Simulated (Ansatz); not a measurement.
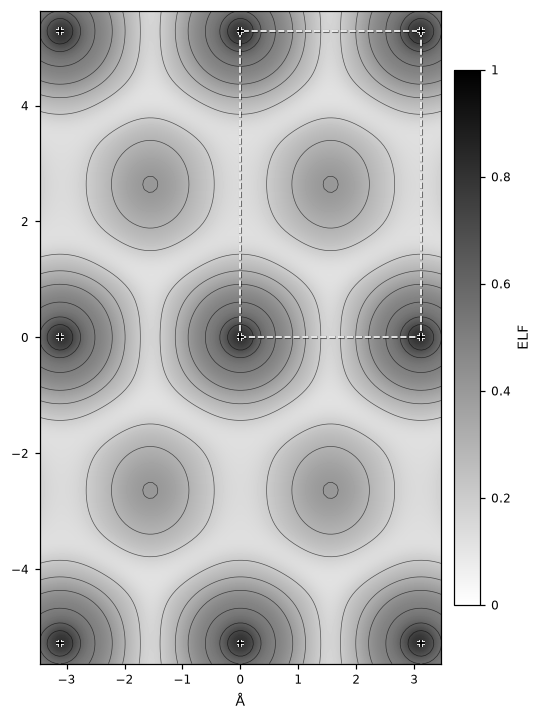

The electron localisation function on a plane through atoms (crosses mark nuclei in the plane).

These are results of DFT, LDA (PW92), plane waves (420 eV) with PAW, scalar-relativistic in Ansatz, not measurements.

Candidates:
A. Hg, a = 3.11 Å, b = 3.11 Å, c = 5.28 Å, α = 90.00°, β = 90.00°, γ = 120.00°. Space group P6₃/mmc; set up as Hg, hcp; a generated structure, not necessarily the stable one.
B. Ta, a = 4.70 Å, b = 4.70 Å, c = 2.64 Å, α = 90.00°, β = 90.00°, γ = 120.00°. Space group P6/mmm; set up as Ta, omega (AlB2-type); a generated structure, not necessarily the stable one; changed on purpose from its base cell (volume × 0.96); computed pressure about 9 GPa in this cell; computed without spin polarisation.

Question: Which system is this?

Answer: Candidate A: Hg on the (100) plane of the conventional cell, which holds Hg. Hg–Hg (3.11 Å): the ELF is about 0.15 at the midpoint: no shared electron pair shows on this line.
